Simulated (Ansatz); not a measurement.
Input file:

```
crystal:
  lattice:
    - [2.34185, -1.7113, 0.0]
    - [2.34185, 1.7113, 0.0]
    - [-0.8500274268, 0.0, 5.0578693947]
  atoms:
    - { symbol: Cu, position: [0.5, 0.0, 0.5] }
    - { symbol: Cu, position: [0.0, 0.5, 0.0] }
    - { symbol: O, position: [0.4184, 0.5816, 0.75] }
    - { symbol: O, position: [0.5816, 0.4184, 0.25] }
hamiltonian:
  xc: rpbe
  pseudopotentials: { kind: paw }
kpoints:
  mp_grid: { grid: [10, 10, 5] }
scf:
  occupations: { method: fermi_dirac, width: 0.05 }
output:
  forces: true
  stress: true
  write_density: true
  write_potential: true
  elf: true
  volumetric_format: npy
relax:
  f_tol: 0.01
  max_steps: 40
  cell: { stress_tol: 0.05 }
```

Run with:

```sh
ansatz run input.yaml --threads 2 --pin off --max-ram 5120MiB --backend cpu --events-out ev --progress --plain --runs-dir out
```

Below, planes, directions and counts refer to the conventional cell (a = 2.99 Å, b = 2.99 Å, c = 5.19 Å, α = 90.01°, β = 90.01°, γ = 89.91°).

The fields are those of the relaxed geometry.

Space group P4₂/mmc.

Theory: Kohn-Sham DFT of a periodic cell, RPBE, Ansatz PAW (Ansatz 0.2.0).

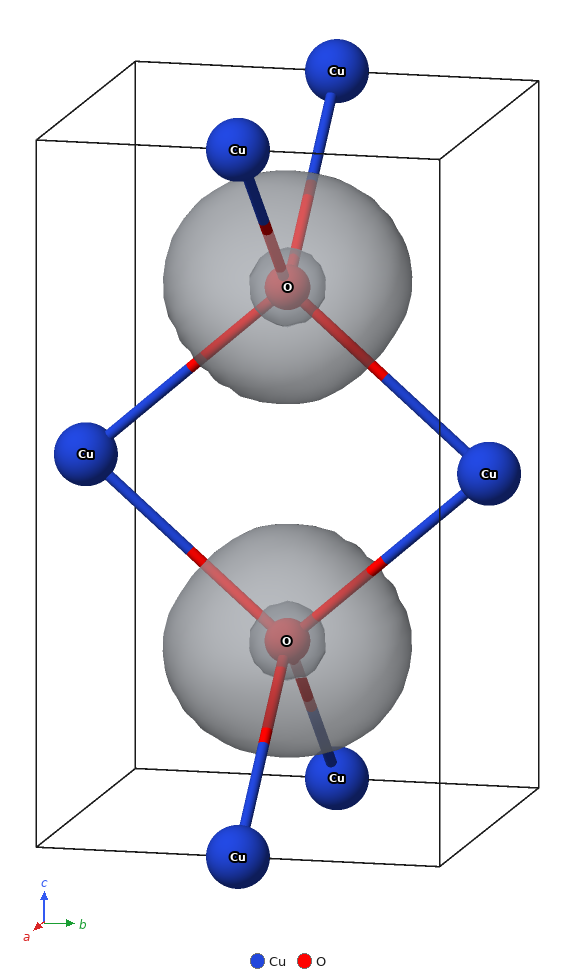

CuO. Isosurface of the electron localisation function at 0.6 (grey), seen slightly off an axis. Core shells and regions of very low density are left out. Sticks mark near contacts.

Core electrons are frozen (PAW), and the valence fields are smoothed inside the atomic spheres.

**Where are the electrons localised?**

The ELF exceeds this value in two regions wrapped around O (the valence shell of each), counted in one cell of 4 atoms. Any copies at cell faces, edges or corners count once. Along the contacts the grid gives the following. Cu–O (1.98 Å): the ELF peaks at about 0.85 in the valence shell of O, 0.6 Å from its nucleus, and is about 0.20 at the midpoint; no localised pair shows between them.

**Metal or insulator at this level of theory?**

It is metallic or semimetallic at this level of theory: no gap opens; semilocal functionals without U, or without the true magnetic order, often close the gap of such compounds.
